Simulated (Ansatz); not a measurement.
**TiCo2: density, localisation and related maps**

```
Ti Co
1.0
     6.70400    0.00000    0.00000
     0.00000    6.70400    0.00000
     0.00000    0.00000    6.70400
Ti Co
8 16
Direct
  0.00000 0.00000 0.00000
  0.50000 0.50000 0.00000
  0.50000 0.00000 0.50000
  0.00000 0.50000 0.50000
  0.25000 0.25000 0.25000
  0.75000 0.75000 0.25000
  0.75000 0.25000 0.75000
  0.25000 0.75000 0.75000
  0.62500 0.12500 0.12500
  0.12500 0.62500 0.12500
  0.12500 0.12500 0.62500
  0.62500 0.62500 0.62500
  0.62500 0.37500 0.37500
  0.12500 0.87500 0.37500
  0.12500 0.37500 0.87500
  0.62500 0.87500 0.87500
  0.87500 0.37500 0.12500
  0.37500 0.87500 0.12500
  0.37500 0.37500 0.62500
  0.87500 0.87500 0.62500
  0.87500 0.12500 0.37500
  0.37500 0.62500 0.37500
  0.37500 0.12500 0.87500
  0.87500 0.62500 0.87500
```

Space group Fd-3m; computed pressure about −12 GPa in this cell; spin-polarised.

These are results of Ansatz 0.2.0, DFT PBEsol, scalar-relativistic, plane waves, PAW, not measurements.

The density is the valence pseudo-density of a PAW calculation; it isn't the true density close to the nuclei.

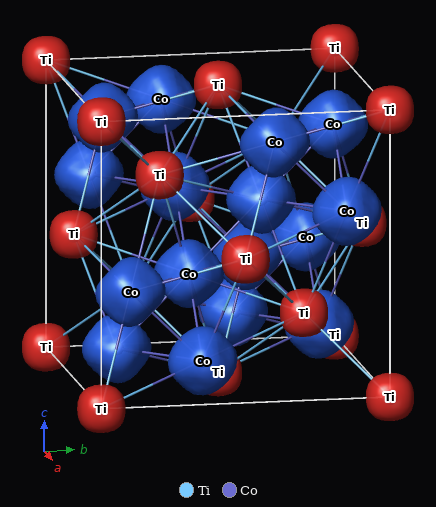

Figure 1. Isosurfaces of the spin density (up minus down) at +0.08 (blue) and −0.08 e/Å³ (red), seen slightly off an axis. Sticks mark near contacts.

Question: Describe the spin distribution.

Answer: The spin density sits on Co: +0.7 μB (×16) in one cell of 24 atoms, with smaller moments on other sites: Ti (up to −0.29 μB): parallel moments on the main sites in this solution. The cell of the calculation (6 atoms) carries 2.2 μB of net spin moment.

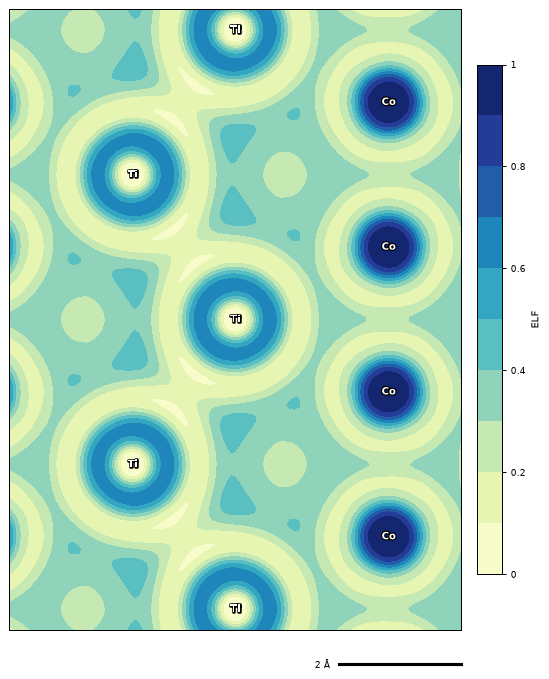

Figure 2. Electron localisation function on the (110) plane of the conventional cell.

Question: Describe what can be read from this map.

Answer: The section cuts through Ti and Co sites.
Co–Co (2.37 Å): the ELF is about 0.30 at the midpoint; no localised pair shows between them.
Ti–Co (2.78 Å): the ELF is about 0.30 at the midpoint; no localised pair shows between them.
Ti–Ti (2.90 Å): the ELF is about 0.15 at the midpoint: no localised pair shows between them.
The features right at Ti and Co lie inside the PAW spheres, where the map follows smoothed inner orbitals and isn't to be read closely.

Question: Metal or insulator at this level of theory?

Answer: It is metallic or semimetallic at this level of theory: no gap opens.
